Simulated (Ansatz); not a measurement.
# Al₂₇N₂₆: single-point calculation (part 2 of 2)

Continued. System: Al₂₇N₂₆ (defect cell, 53 atoms in the cell). Method: DFT PBE, scalar-relativistic, plane waves, PAW, spin-polarised (Ansatz 0.2.0); cutoff 420 eV, 2×2×2 k-mesh, Gaussian smearing of 0.05 eV, collinear spins. The structure derives from a Materials Project entry.

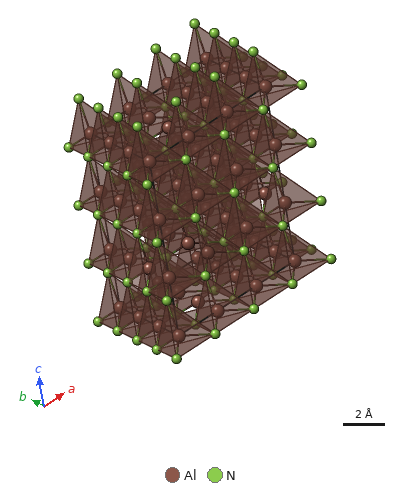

**Figure 1.** The structure (polyhedral view of the cell of the calculation, seen slightly off an axis; polyhedra are completed across the faces of the cell). An atom can appear more than once, as a periodic image.

### Output, continued
```
--- Forces (eV/Å), atoms counted from 1 ---
  atom   1  Al     0.00006891    -0.00029440    -0.00055633
  atom   2  Al     0.00056362     0.00077990     0.00020401
  atom   3  Al     0.00036554    -0.00142023    -0.00137103
  atom   4  Al     0.00094444    -0.00243378    -0.00254643
  atom   5  Al    -0.02618855     0.02457187     0.01597937
  atom   6  Al     0.00093655     0.00001756    -0.00085353
  atom   7  Al     0.00055742    -0.00364130     0.00047902
  atom   8  Al     0.00119128    -0.00011180     0.00081498
  atom   9  Al     0.00562148    -0.00498892    -0.00415005
  atom  10  Al    -0.00143060     0.00188467    -0.00198331
  atom  11  Al     0.02289735    -0.02568834     0.02156512
  atom  12  Al    -0.00112011     0.00061759    -0.00068236
  atom  13  Al     0.02447282     0.02215793    -0.02020573
  atom  14  Al    -0.02574905    -0.02484563    -0.01890059
  atom  15  Al     0.00045453    -0.00069304    -0.00650066
  atom  16  Al     0.00033728     0.00099037     0.00022293
  atom  17  Al    -0.00112376    -0.00790966     0.00049648
  atom  18  Al     0.00701208    -0.00095040    -0.00046077
  atom  19  Al    -0.00204942     0.00158653    -0.00141853
  atom  20  Al    -0.00073049     0.00031428    -0.00023106
  atom  21  Al    -0.00505814     0.00549555    -0.00404381
  atom  22  Al     0.00088813     0.00111888     0.00152939
  atom  23  Al    -0.00716714    -0.00128883     0.00090357
  atom  24  Al    -0.00031276     0.00755443     0.00013184
  atom  25  Al    -0.00434785    -0.00418223     0.00423943
  atom  26  Al    -0.00013373    -0.00230628     0.00636736
  atom  27  Al     0.00518760     0.00505339     0.00460029
  atom  28  N      0.00691235     0.00589005     0.00132712
  atom  29  N     -0.00321779    -0.00414067     0.00267551
  atom  30  N      0.00729990     0.00152376     0.00636915
  atom  31  N     -0.00252883     0.00355789     0.00295998
  atom  32  N     -0.00096779    -0.00500118     0.00405223
  atom  33  N     -0.00701411     0.00094304    -0.00588382
  atom  34  N     -0.00132358     0.00842217    -0.00564228
  atom  35  N      0.00076158    -0.00045572    -0.00070162
  atom  36  N      0.00226798     0.00631424     0.00614711
  atom  37  N      0.00281295    -0.00251199     0.00323015
  atom  38  N     -0.00599970    -0.00180783     0.00620368
  atom  39  N      0.00286914     0.00311807    -0.00287578
  atom  40  N     -0.00264369    -0.00253608    -0.00330954
  atom  41  N     -0.00034144    -0.00068246     0.00043739
  atom  42  N     -0.00704083     0.00676919    -0.00106889
  atom  43  N      0.00007914     0.00053509    -0.00021442
  atom  44  N     -0.00024122    -0.00050086     0.00007039
  atom  45  N      0.00085546    -0.00648094    -0.00286476
  atom  46  N      0.00720661    -0.00108390    -0.00492447
  atom  47  N     -0.00096177     0.00130830    -0.00080614
  atom  48  N      0.00480929    -0.00529088     0.00002852
  atom  49  N      0.00033306    -0.00019765     0.00001764
  atom  50  N     -0.00044317     0.00044661     0.00051865
  atom  51  N     -0.00035817    -0.00061486     0.00052929
  atom  52  N     -0.00015121    -0.00040096    -0.00088689
  atom  53  N      0.00094031     0.00149123     0.00098424
  max |Σ_I F_I| component: 2.02e-6 eV/Å
--- Band table (eV; the first three rows and the last of 16) ---
  k-point 0 ↑: bands = ["-8.0937", "-6.7898", "-6.7887", "-6.7886", "-6.7703", "-6.7702", "-6.7697", "-6.7202", "-6.5488", "-6.3456", "-6.3449", "-6.3213", "-6.3212", "-6.3210", "-6.0406", "-5.6764", "-5.6763", "-5.6755", "-5.6055", "-5.6051", "-5.6049", "-5.5801", "-5.5800", "-5.5577", "-5.5576", "-5.5573", "1.3379", "2.2590", "2.2803", "2.2804", "2.2804", "2.3579", "2.3580", "2.3584", "2.4978", "2.4980", "2.5367", "2.5368", "2.5369", "2.5458", "2.5749", "2.5752", "2.5753", "2.6791", "2.6792", "2.6793", "2.7663", "2.9264", "2.9266", "3.0280", "3.0280", "3.0282", "3.1430", "3.1436", "3.1436", "3.1466", "3.1470", "3.1471", "3.1528", "3.1589", "3.1593", "3.6637", "3.6638", "3.6643", "5.3931", "5.3931", "5.3932", "5.4292", "5.4295", "5.4295", "5.4384", "5.4385", "5.4385", "5.5947", "5.5948", "5.5950", "5.6904", "5.7048", "5.7049", "5.7051", "5.7359", "5.7362", "5.7498", "5.7498", "5.7499", "6.0715", "6.0719", "6.0720", "6.4213", "6.4214", "6.4219", "6.4220", "6.4224", "6.4243", "6.4615", "6.4616", "6.4637", "6.4640", "6.4640", "6.4836", "6.4837", "6.4837", "6.7917", "6.7918", "6.7918", "10.9468", "10.9471", "10.9518", "11.2004", "11.6032", "11.6050", "11.8743", "11.8743", "11.8751", "11.9778", "12.8495", "12.8518", "12.8617", "12.8619", "12.8621", "12.8647", "12.8649", "12.8651", "12.9918", "13.3395", "13.3396", "13.3399", "13.8116", "13.8117", "13.8123", "13.8228", "14.3695", "14.3696", "14.3711", "15.5987", "16.2187", "16.2320", "16.2325", "16.2570", "16.2573", "16.2574", "16.9241", "16.9259", "16.9535", "16.9543", "16.9544", "17.0195", "17.0196", "17.0202", "17.0857", "17.0859", "17.0865", "17.1429", "17.2180", "17.2364", "17.2372", "17.2373", "17.9341", "17.9342"]
  k-point 1 ↑: bands = ["-7.7329", "-7.6776", "-6.8630", "-6.8627", "-6.8090", "-6.8086", "-6.7825", "-6.6557", "-6.2270", "-6.2265", "-6.2083", "-6.2082", "-6.2049", "-6.1188", "-5.9448", "-5.7083", "-5.7076", "-5.6752", "-5.6676", "-5.6674", "-5.6389", "-5.6141", "-5.5880", "-5.5879", "-5.5687", "-5.5685", "1.0288", "1.3749", "1.9260", "1.9263", "1.9690", "2.0178", "2.0179", "2.1824", "2.1850", "2.1851", "2.2267", "2.2554", "2.2555", "2.2565", "2.2980", "2.2983", "2.4312", "2.4314", "2.5671", "2.6509", "3.1532", "3.1534", "3.1730", "3.3259", "3.3262", "3.8579", "3.8781", "3.8783", "3.9195", "4.0793", "4.0795", "4.3079", "4.3080", "4.3088", "4.3684", "4.4854", "4.4858", "4.5939", "4.9724", "5.0029", "5.0030", "5.0270", "5.0277", "5.0319", "5.1118", "5.1428", "5.1731", "5.1733", "5.2077", "5.2078", "5.2928", "5.3439", "5.3532", "5.3534", "5.5590", "5.5594", "5.6048", "5.8357", "5.8461", "5.8463", "5.8991", "5.8993", "5.9286", "5.9600", "5.9601", "5.9703", "6.1387", "6.1389", "6.2934", "6.3055", "6.3057", "6.3182", "6.3394", "6.3397", "6.5969", "6.5970", "6.7079", "6.7080", "7.1264", "10.1727", "10.9704", "10.9741", "11.4573", "11.4590", "11.5330", "11.5334", "11.6275", "11.9220", "12.7294", "12.8201", "13.2577", "13.2588", "13.2904", "13.3708", "13.3709", "13.4107", "13.4296", "13.4304", "13.5681", "13.8992", "14.2560", "14.2568", "14.4167", "14.7854", "14.7859", "14.9791", "15.2428", "15.2444", "15.3681", "15.6782", "15.6786", "15.7383", "15.7386", "15.8320", "16.2903", "16.4889", "16.4896", "16.5315", "16.5503", "16.5571", "16.5574", "16.8398", "16.8800", "16.9249", "16.9253", "17.0750", "17.1107", "17.1111", "17.1389", "17.1395", "17.2185", "17.2191", "17.8305"]
  k-point 2 ↑: bands = ["-7.7328", "-7.6777", "-6.8629", "-6.8627", "-6.8091", "-6.8086", "-6.7826", "-6.6557", "-6.2270", "-6.2265", "-6.2083", "-6.2082", "-6.2049", "-6.1188", "-5.9449", "-5.7082", "-5.7075", "-5.6753", "-5.6675", "-5.6675", "-5.6392", "-5.6138", "-5.5879", "-5.5878", "-5.5687", "-5.5686", "1.0288", "1.3750", "1.9261", "1.9264", "1.9689", "2.0177", "2.0179", "2.1823", "2.1850", "2.1851", "2.2268", "2.2553", "2.2555", "2.2565", "2.2980", "2.2983", "2.4312", "2.4314", "2.5672", "2.6508", "3.1532", "3.1534", "3.1730", "3.3259", "3.3263", "3.8579", "3.8782", "3.8783", "3.9195", "4.0792", "4.0795", "4.3079", "4.3080", "4.3087", "4.3684", "4.4855", "4.4857", "4.5940", "4.9723", "5.0029", "5.0030", "5.0271", "5.0277", "5.0318", "5.1119", "5.1426", "5.1733", "5.1733", "5.2078", "5.2079", "5.2929", "5.3439", "5.3533", "5.3533", "5.5589", "5.5594", "5.6049", "5.8358", "5.8462", "5.8465", "5.8990", "5.8992", "5.9287", "5.9599", "5.9601", "5.9703", "6.1388", "6.1389", "6.2935", "6.3054", "6.3057", "6.3182", "6.3392", "6.3396", "6.5968", "6.5971", "6.7079", "6.7080", "7.1264", "10.1726", "10.9705", "10.9743", "11.4571", "11.4587", "11.5331", "11.5336", "11.6274", "11.9219", "12.7293", "12.8200", "13.2579", "13.2593", "13.2905", "13.3705", "13.3706", "13.4106", "13.4298", "13.4304", "13.5681", "13.8989", "14.2561", "14.2569", "14.4168", "14.7854", "14.7859", "14.9789", "15.2429", "15.2444", "15.3682", "15.6782", "15.6785", "15.7384", "15.7387", "15.8318", "16.2907", "16.4889", "16.4895", "16.5315", "16.5501", "16.5571", "16.5575", "16.8396", "16.8801", "16.9247", "16.9253", "17.0749", "17.1108", "17.1111", "17.1391", "17.1399", "17.2183", "17.2188", "17.8305"]
  k-point 7 ↓: bands = ["-7.7239", "-7.6667", "-6.8531", "-6.8528", "-6.8026", "-6.8023", "-6.7778", "-6.6474", "-6.2214", "-6.2209", "-6.2033", "-6.2032", "-6.1995", "-6.1156", "-5.9412", "-5.7030", "-5.7023", "-5.6706", "-5.6643", "-5.6642", "-5.6373", "-5.6118", "-5.5862", "-5.5860", "-5.5674", "-5.5672", "1.0555", "1.4574", "1.9471", "1.9474", "1.9930", "2.0403", "2.0403", "2.1990", "2.2080", "2.2081", "2.2429", "2.2690", "2.2692", "2.2704", "2.3118", "2.3118", "2.4628", "2.4632", "2.6019", "2.6832", "3.1707", "3.1711", "3.1871", "3.3506", "3.3509", "3.8683", "3.8883", "3.8883", "3.9253", "4.0899", "4.0902", "4.3223", "4.3228", "4.3228", "4.3828", "4.5039", "4.5041", "4.6291", "4.9861", "5.0097", "5.0098", "5.0363", "5.0369", "5.0386", "5.1178", "5.1531", "5.1859", "5.1860", "5.2190", "5.2191", "5.3005", "5.3489", "5.3584", "5.3586", "5.5684", "5.5690", "5.6128", "5.8448", "5.8525", "5.8527", "5.9025", "5.9026", "5.9339", "5.9649", "5.9652", "5.9752", "6.1427", "6.1430", "6.2966", "6.3086", "6.3089", "6.3205", "6.3415", "6.3419", "6.6002", "6.6003", "6.7102", "6.7102", "7.2340", "10.3824", "11.1774", "11.1792", "11.5917", "11.5927", "11.6081", "11.6087", "11.6778", "11.9952", "12.7741", "12.8905", "13.3544", "13.3548", "13.3552", "13.4257", "13.4260", "13.4611", "13.5068", "13.5075", "13.6355", "13.9584", "14.3321", "14.3328", "14.4603", "14.8541", "14.8547", "15.0499", "15.3228", "15.3240", "15.4405", "15.7153", "15.7156", "15.7901", "15.7906", "15.8613", "16.3200", "16.5128", "16.5135", "16.5636", "16.5689", "16.5692", "16.5930", "16.8972", "16.8999", "16.9492", "16.9497", "17.0985", "17.1390", "17.1391", "17.1898", "17.1907", "17.2550", "17.2555", "17.8538"]
--- Löwdin populations: 53 sites ---
  site symbol       q [e]    m [muB]
     0     Al      1.9311     0.0088
     1     Al      1.9323     0.0131
     2     Al      1.9323     0.0131
     3     Al      1.9323     0.0131
     4     Al      2.1423     0.0756
     5     Al      1.9323     0.0131
     6     Al      1.9323     0.0131
     7     Al      1.9323     0.0131
     8     Al      1.9308     0.0103
     9     Al      1.9323     0.0131
    10     Al      2.1420     0.0754
    11     Al      1.9323     0.0131
    12     Al      2.1423     0.0756
    13     Al      2.1422     0.0755
    14     Al      1.9376     0.0178
    15     Al      1.9323     0.0131
    16     Al      1.9377     0.0178
    17     Al      1.9376     0.0178
    18     Al      1.9323     0.0131
    19     Al      1.9323     0.0131
    20     Al      1.9308     0.0104
    21     Al      1.9323     0.0131
    22     Al      1.9376     0.0178
    23     Al      1.9376     0.0178
    24     Al      1.9308     0.0103
    25     Al      1.9376     0.0178
    26     Al      1.9308     0.0104
    27      N      6.0056     0.0046
    28      N      6.0056     0.0046
    29      N      6.0055     0.0045
    30      N      6.0143     0.0004
    31      N      6.0055     0.0046
    32      N      6.0055     0.0045
    33      N      6.0055     0.0045
    34      N      6.0145     0.0006
    35      N      6.0055     0.0045
    36      N      6.0143     0.0004
    37      N      6.0055     0.0045
    38      N      6.0143     0.0004
    39      N      6.0143     0.0004
    40      N      6.0166     0.0008
    41      N      6.0056     0.0045
    42      N      6.0166     0.0008
    43      N      6.0166     0.0008
    44      N      6.0055     0.0045
    45      N      6.0055     0.0045
    46      N      6.0145     0.0006
    47      N      6.0057     0.0046
    48      N      6.0166     0.0008
    49      N      6.0166     0.0008
    50      N      6.0145     0.0006
    51      N      6.0166     0.0008
    52      N      6.0145     0.0006
  spilling = 0.007972 (of n_electrons = 211.000000)
--- Bader charges: 53 sites ---
  site symbol  charge [e]  shift [e] shared [e]    m [muB]
     0     Al      2.4255     0.0012     2.4255     0.0027
     1     Al      2.4267     0.0012     2.4267     0.0034
     2     Al      2.4267     0.0012     2.4267     0.0034
     3     Al      2.4266     0.0012     2.4266     0.0034
     4     Al      1.9293     0.0013     1.9261     0.0557
     5     Al      2.4267     0.0012     2.4267     0.0034
     6     Al      2.4266     0.0012     2.4266     0.0034
     7     Al      2.4267     0.0012     2.4267     0.0034
     8     Al      2.4259     0.0012     2.4259     0.0030
     9     Al      2.4267     0.0012     2.4267     0.0034
    10     Al      1.9306     0.0013     1.9266     0.0556
    11     Al      2.4267     0.0012     2.4267     0.0034
    12     Al      1.9294     0.0013     1.9261     0.0558
    13     Al      1.9301     0.0013     1.9264     0.0557
    14     Al      2.4214     0.0012     2.4214     0.0055
    15     Al      2.4267     0.0012     2.4267     0.0034
    16     Al      2.4213     0.0012     2.4213     0.0055
    17     Al      2.4213     0.0012     2.4213     0.0055
    18     Al      2.4267     0.0012     2.4267     0.0034
    19     Al      2.4267     0.0012     2.4267     0.0034
    20     Al      2.4259     0.0012     2.4259     0.0030
    21     Al      2.4267     0.0012     2.4267     0.0034
    22     Al      2.4213     0.0012     2.4213     0.0055
    23     Al      2.4213     0.0012     2.4213     0.0055
    24     Al      2.4259     0.0012     2.4259     0.0030
    25     Al      2.4213     0.0012     2.4213     0.0055
    26     Al      2.4259     0.0012     2.4259     0.0030
    27      N     -2.4430     0.0013    -2.4430     0.0241
    28      N     -2.4431     0.0013    -2.4431     0.0241
    29      N     -2.4429     0.0013    -2.4429     0.0240
    30      N     -2.4402     0.0013    -2.4402     0.0095
    31      N     -2.4429     0.0013    -2.4430     0.0240
    32      N     -2.4429     0.0013    -2.4429     0.0239
    33      N     -2.4429     0.0013    -2.4430     0.0239
    34      N     -2.4386     0.0012    -2.4386     0.0094
    35      N     -2.4429     0.0013    -2.4429     0.0239
    36      N     -2.4402     0.0013    -2.4402     0.0096
    37      N     -2.4429     0.0013    -2.4430     0.0240
    38      N     -2.4401     0.0013    -2.4401     0.0095
    39      N     -2.4402     0.0013    -2.4402     0.0095
    40      N     -2.4420     0.0013    -2.4420     0.0117
    41      N     -2.4430     0.0013    -2.4430     0.0240
    42      N     -2.4420     0.0013    -2.4420     0.0117
    43      N     -2.4420     0.0013    -2.4420     0.0117
    44      N     -2.4429     0.0013    -2.4429     0.0240
    45      N     -2.4429     0.0013    -2.4429     0.0240
    46      N     -2.4385     0.0012    -2.4385     0.0094
    47      N     -2.4431     0.0013    -2.4431     0.0241
    48      N     -2.4420     0.0013    -2.4420     0.0117
    49      N     -2.4420     0.0013    -2.4420     0.0117
    50      N     -2.4386     0.0012    -2.4386     0.0094
    51      N     -2.4419     0.0013    -2.4419     0.0117
    52      N     -2.4385     0.0012    -2.4385     0.0094
  maxima off the nuclei: 1, with 0.0143 electrons
  on the straight line to a nucleus their density falls by 2.9e-4 of itself; PAW files or a low cutoff
  can make one that falls by little (a run on other files and one at a higher cutoff tell): if they did, read the shared
  charge, to which what the maxima have on the atom's side is counted
  estimated error of the sums over rays = 4.2e-4 e
```

### Results in brief

```tsv
quantity	value
outcome	converged
electrons treated	211
free energy	−24564.0146 eV
Fermi energy	10.264 eV
gap on the k-point mesh	none (metallic)
net moment of the cell	0.75 μB
integrated absolute moment	0.80 μB
largest force (length of the vector)	0.041 eV/Å
hardware	4 threads of Arm Neoverse V1, 24 GiB of memory available, shared host
wall time	4.4 min (CPU time 17 min)
peak memory	2.6 GiB
```
